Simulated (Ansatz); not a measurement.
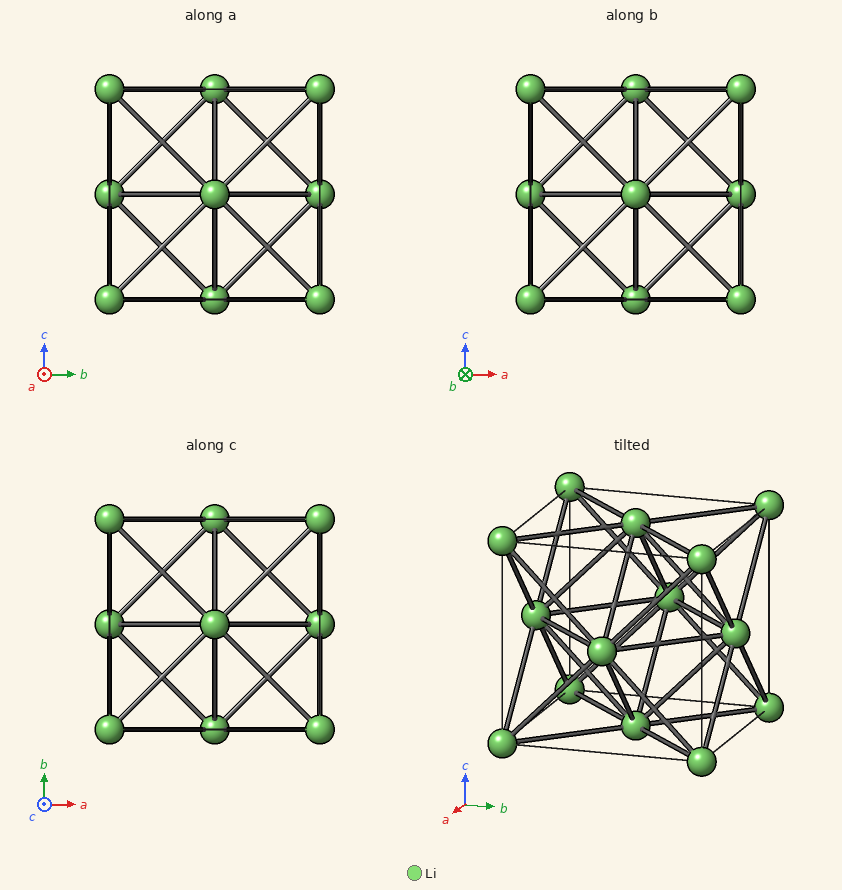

Structure drawing (ball-and-stick), viewed along the a axis, along the b axis, along the c axis and slightly off an axis. Lines trace the edges of the conventional unit cell.

Lattice parameters: a = 4.325 Å, b = 4.325 Å, c = 4.325 Å, α = 90.00°, β = 90.00°, γ = 90.00°. Put a along x and b in the xy plane.

Question: Give the atomic positions as a POSCAR file.

Answer:
```
Li
1.0
     4.325    0.000    0.000
     0.000    4.325    0.000
     0.000    0.000    4.325
Li
4
Direct
  0.0000 0.0000 0.0000
  0.0000 0.5000 0.5000
  0.5000 0.0000 0.5000
  0.5000 0.5000 0.0000
```

Its origin is a structure type filled with this element by a generator (whether the element takes this form wasn't checked). The cell was then strained or its atoms displaced on purpose. A calculation with Ansatz used it as input.
